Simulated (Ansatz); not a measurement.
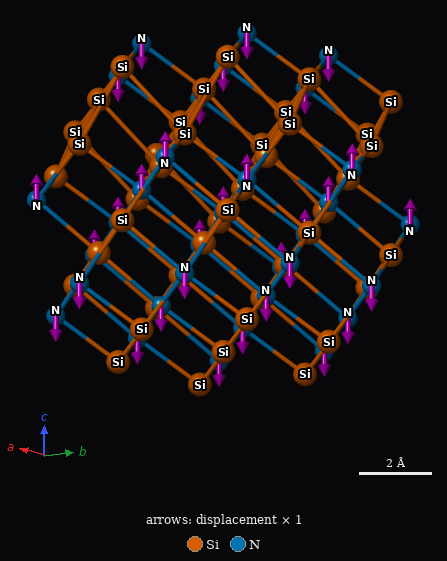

A relaxation of crystalline Si3N2 (built on the tetradymite_166 type) (coarse preliminary run). The starting structure is drawn; purple arrows show the displacements (the part carried along by the change of the cell is left out), at their true length.

Style: ball-and-stick. Shown: the atoms within 5.8 Å of the atom that moves most (axes of the conventional cell (3 times the calculation's cell)), from a free direction. Lengths and directions refer to the drawn axes.

Case: anti-tetradymite type (R-3m, No. 166).

Computed with Ansatz, DFT PBE, scalar-relativistic, plane waves, PAW. (plane-wave cutoff 420 eV; k-point mesh 6 × 6 × 6; occupations gaussian; smearing width 0.1 eV; no spin polarisation; cell and atoms relaxed; force threshold 0.04 eV/Å; at most 70 steps)

Atoms of which element are displaced furthest, and by how much?

Nitrogen: up to 0.77 Å, against 0.01 Å for silicon.

What happened in the run?

The energy falls by 635 meV per atom in 11 accepted moves (14 points after the start). The largest force component goes from 1.3 to 0.031 eV/Å. The pressure goes from −14.02 to 0.11 GPa. The line search rejected the trial step at point 7 of the run. The SCF was repeated twice at an unchanged geometry on a basis and grid sized afresh for the cell, which shifted the energy by 12.7 meV per atom at most. The largest moves relative to the cell, 0.77 Å, are those of N atoms. Largest moves by element: N 0.77 Å, Si 0.01 Å. Cell: a = b 3.097 → 2.827 Å (−8.7 %), c 21.532 → 26.013 Å (+20.8 %). Volume +0.7 %. Near-neighbour distances that change, for instance: N–Si 2.293 → 2.990 Å, N–Si 2.171 → 1.785 Å, Si–Si 2.569 → 2.751 Å. Among the angles between lasting bonds that change: Si–Si–N 168.7° → 150.3°, Si–N–Si 91.0° → 104.7°, N–Si–N 91.0° → 104.7°. The space group stays R-3m (No. 166). Cost: 32 s on 1 thread of Intel(R) Xeon(R) Platinum 8375C CPU @ 2.90GHz (Ice Lake), on a shared host, peak memory 0.4 GiB.
